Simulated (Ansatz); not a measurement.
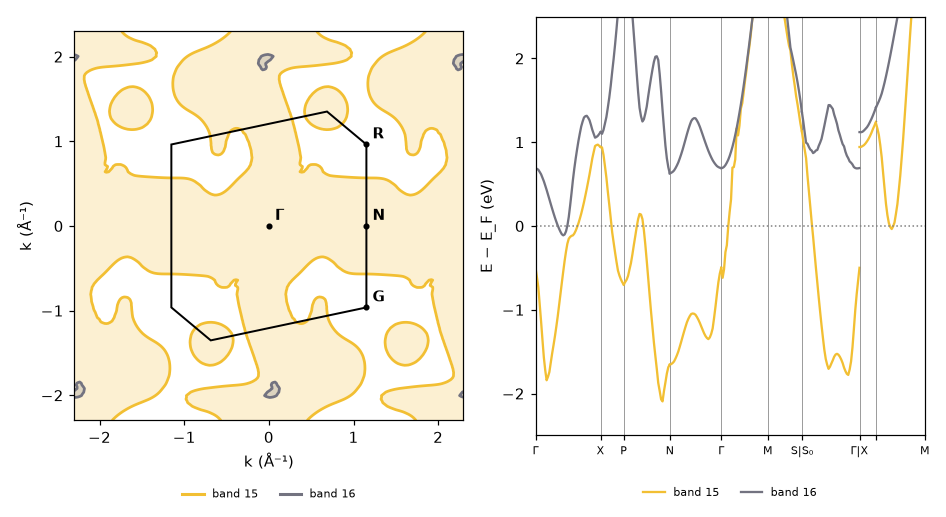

HfH3 in space group I4/mmm: cut through the Fermi surface in the plane through Γ, N and R, filled states shaded, and the bands that cross the Fermi level.

Level of theory: Ansatz, DFT LDA, scalar-relativistic, plane waves, PAW; levels and slopes on a dense k mesh at the converged density. No spin polarisation. The levels come from a k mesh of 24×24×24 points. The geometry was not relaxed (residual pressure −7 GPa). The cell comes from a database of computed structures, not from a measurement.

For each band, read its level at the labelled points (eV from the Fermi level).

| band | Γ | M | X | P | N |
| --- | --- | --- | --- | --- | --- |
| band 15 | −0.50 | above | +0.94 | −0.70 | −1.66 |
| band 16 | +0.69 | above | +1.12 | above | +0.63 |

Negative values are filled states; "above" and "below" lie outside the plotted window.

Spin-orbit coupling is left out; with Hf it can split, shift or remove sheets. The mesh is coarse (steps of 0.12 Å⁻¹).
